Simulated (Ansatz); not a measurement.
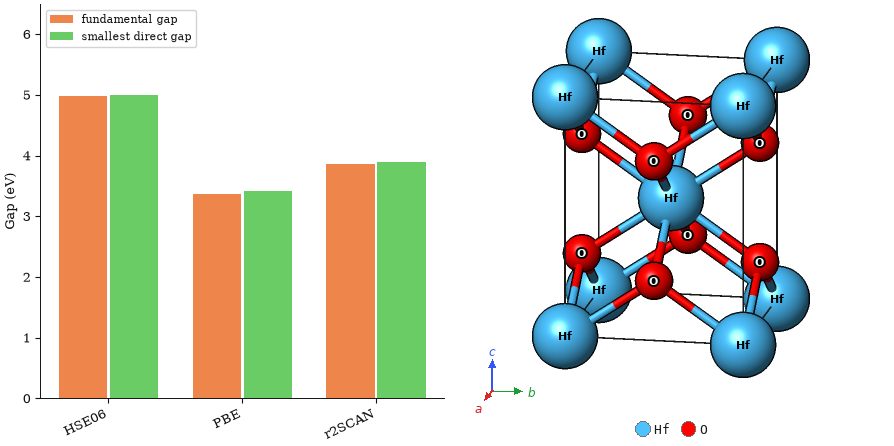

Gaps of HfO$_{2}$, space group I4/mmm, 3 atoms in the cell, fluorite type, epitaxial (xy) strain +2.7%, at several levels of theory on one cell (Ansatz, plane waves and PAW; edges over the mesh and the special points).

Question: How does the gap depend on the level, and does its kind change?

Answer: In rising order: PBE 3.36 eV, r2SCAN 3.86 eV and HSE06 4.98 eV. It is direct in HSE06 and indirect in the others.
